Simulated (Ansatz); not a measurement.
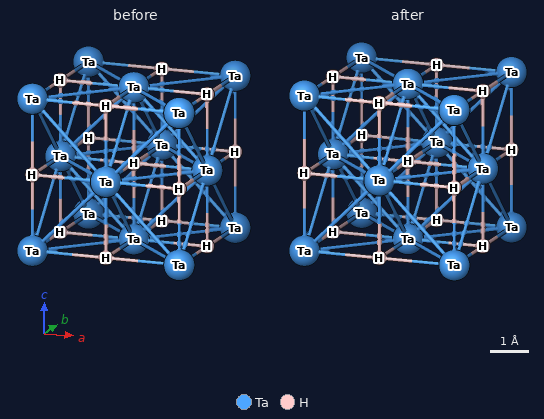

The structure of crystalline TaH (set up in Fm-3m) (coarse preliminary run) before (left) and after (right) a relaxation, at one scale.

A ball-and-stick model of the conventional cell (4 times the calculation's cell), seen slightly off an axis. Lengths and directions refer to the drawn axes.

Case: 1 H put on empty site 1 of 1 host cells, relaxed.

Method: DFT PBE, scalar-relativistic, plane waves, PAW (Ansatz 0.2.0). (plane-wave cutoff 420 eV; k-point mesh 8 × 8 × 8; occupations gaussian; smearing width 0.1 eV; no spin polarisation; cell and atoms relaxed; force threshold 0.0325 eV/Å; at most 70 steps)

Q: Summarise the run.

A: No atom moves by more than 0.005 Å relative to the cell. Cell: a = b = c 4.223 → 4.311 Å (+2.1 %). Volume +6.4 %. Some distances before and after: Ta–Ta 2.986 → 3.049 Å, H–Ta 2.111 → 2.156 Å. The space group stays Fm-3m (No. 225). Over 2 accepted moves (4 points after the start) the energy falls by 27.1 meV per atom. All forces vanish by symmetry, so only the cell relaxes. Pressure: 15.17 GPa at the start and −0.10 GPa at the end. The line search rejected the trial step at point 1 of the run. The SCF was repeated once at an unchanged geometry on a basis and grid sized afresh for the cell, which shifted the energy by 0.8 meV per atom at most.
